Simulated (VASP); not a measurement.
The compound is ZnSe (space group F-43m, No. 216), taken as the end point of a relaxation with VASP Kohn-Sham DFT of a periodic cell, revPBE, VASP PAW PBE potentials, recommended in VASP.

Space group F-43m (No. 216). a = 5.793 Å, b = 5.793 Å, c = 5.793 Å, α = 90.00°, β = 90.00°, γ = 90.00°
```json
{"atom": "Se", "site": "4c", "symmetry": "-43m", "x": "0.2500", "y": "0.7500", "z": "0.7500"}
{"atom": "Zn", "site": "4a", "symmetry": "-43m", "x": "0.0000", "y": "0.0000", "z": "0.0000"}
```

Describe the stacking along [111], with columns A (0, 0), B (1/3, 2/3), C (2/3, 1/3) of the hexagonal mesh spanned by (a − b)/2 and (b − c)/2.

Zn(A) – Se(A) – Zn(B) – Se(B) – Zn(C) – Se(C) (six layers in 10.03 Å).

Se layers alone: ABC, the cubic close-packed type.

Zn: three tetrahedral sites, counted in one hexagonal cell.

Polytype symbol 3C, the symbol of a tetrahedral polytype (number of double layers in the repeat and lattice).

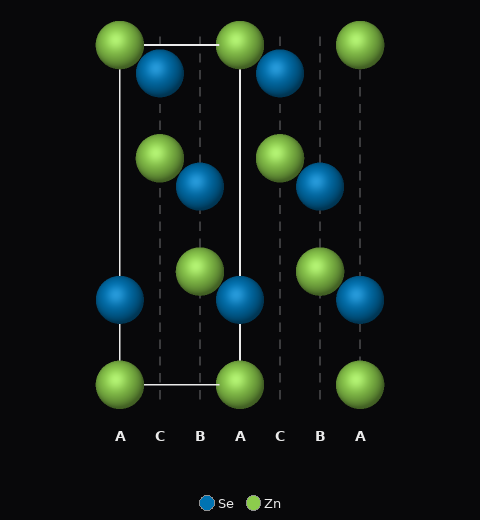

Projection along an edge of the hexagonal mesh, stacking direction [111] upwards. The dashed lines mark the three columns A (0, 0), B (1/3, 2/3) and C (2/3, 1/3). The box is the hexagonal cell of the face-centred cubic lattice. The sequence starts with the first layer at or above the cell's origin.
